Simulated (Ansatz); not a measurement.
System: Au, space group Fm-3m (No. 225).

Structure:
```xyz
1
Lattice="0.0000 2.0455 2.0455 2.0455 0.0000 2.0455 2.0455 2.0455 0.0000" Properties=species:S:1:pos:R:3 pbc="T T T"
Au    0.0000    0.0000    0.0000
```

Computed with Ansatz 0.2.0: biaxial strain in the xy plane and strain along z of a crystal, fractional coordinates fixed, by plane-wave density functional theory with PAW datasets, free energies less that of the undisturbed cell. Level: PBE, no spin polarisation.

```json
{"setting": "wave cutoff", "value": "420 eV"}
{"setting": "k mesh", "value": "20×20×20"}
{"setting": "occupations", "value": "Gaussian"}
{"setting": "smearing width", "value": "0.15 eV"}
{"setting": "k shift", "value": "(0, 0, 0) (mesh steps)"}
{"setting": "start", "value": "as given"}
```

Predict the map of the energy change over strain zz and strain xx = yy. The grid: strain zz −0.03, −0.015, 0, 0.015, 0.03 ; strain xx = yy −0.03, −0.015, 0, 0.015, 0.03.

At the origin a neighbouring grid point lies 20 meV/atom lower, so the given structure isn't at the minimum of this landscape. The energy change is least, −20 meV/atom, at strain zz of 0.015 and strain xx = yy of 0.015 (and at symmetry-related or equal points), and largest, 165 meV/atom, at strain zz of −0.03 and strain xx = yy of −0.03. Near the origin the softest direction lies along strain zz, turned by about 25° so that strain xx = yy takes the opposite sign; the curvature across the valley is 18.2 times that along it.

Energy change (meV/atom); rows strain xx = yy, columns strain zz:
```json
{"": "-0.03", "-0.03": "165", "-0.015": "124", "0": "91", "0.015": "63", "0.03": "41"}
{"": "-0.015", "-0.03": "89", "-0.015": "59", "0": "35", "0.015": "16", "0.03": "3"}
{"": "0", "-0.03": "36", "-0.015": "15", "0": "0", "0.015": "-10", "0.03": "-16"}
{"": "0.015", "-0.03": "3", "-0.015": "-9", "0": "-17", "0.015": "-20", "0.03": "-19"}
{"": "0.03", "-0.03": "-13", "-0.015": "-18", "0": "-18", "0.015": "-15", "0.03": "-8"}
```

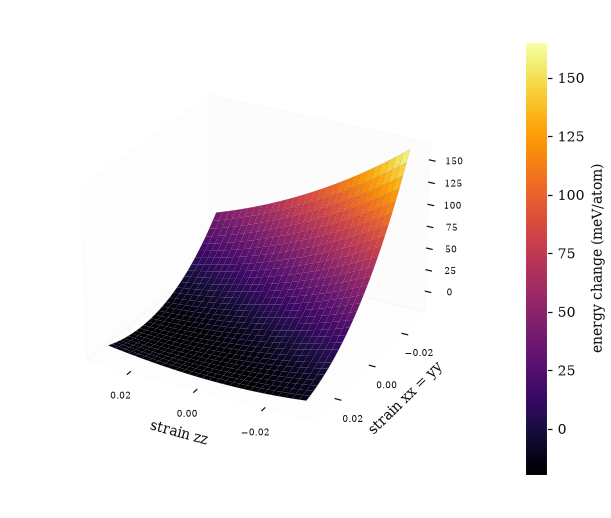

Keep in mind: reference crystal is not relaxed.
